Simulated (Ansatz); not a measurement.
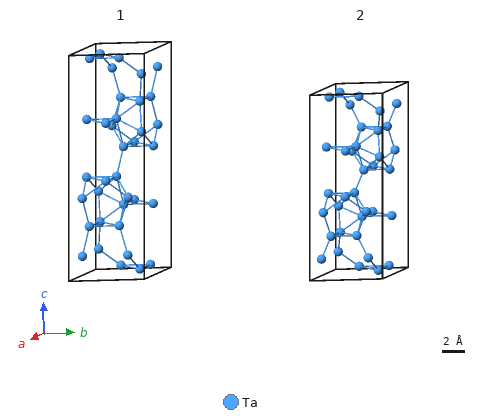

Two geometries of crystalline Ta (built on the alpha-boron_166 type) (coarse preliminary run), drawn at one scale. One is the start of a relaxation, the other its converged end. The picture is a ball-and-stick view of the conventional cell (3 times the calculation's cell), seen slightly off an axis. Lengths and directions refer to the drawn axes.

All numbers below come from DFT PBE, scalar-relativistic, plane waves, PAW (Ansatz). (plane-wave cutoff 420 eV; k-point mesh 3 × 3 × 3; occupations gaussian; smearing width 0.1 eV; no spin polarisation; cell and atoms relaxed; force threshold 0.04 eV/Å; at most 70 steps)

> Which one is relaxed?

Structure 1 is the relaxed one. Case: alpha-boron type (R-3m, No. 166). The largest moves relative to the cell, 0.21 Å, are those of Ta atoms. The drawn cell changes as follows: a = b 6.838 → 7.096 Å (+3.8 %), c 17.493 → 21.269 Å (+21.6 %); the volume changes by +30.9 %. Near-neighbour distances that change, for instance: Ta–Ta 2.324 → 2.849 Å, Ta–Ta 2.438 → 2.825 Å, Ta–Ta 2.503 → 2.858 Å, Ta–Ta 2.482 → 2.717 Å. Among the angles between lasting bonds that change: Ta–Ta–Ta 129.2° → 145.5°, Ta–Ta–Ta 115.0° → 104.7°, Ta–Ta–Ta 124.0° → 127.9°. The space group stays R-3m (No. 166). Over 6 accepted moves (7 points after the start) the energy falls by 1102 meV per atom. Largest force component: 5 eV/Å at the start, 0.015 eV/Å at the end. Pressure: 54.73 GPa at the start and 0.12 GPa at the end. At 1 point the geometry stayed and the basis and grid were re-selected for the new cell (energy shift of 4.8 meV per atom at most each time). The run took roughly 50 core-seconds on a shared host.
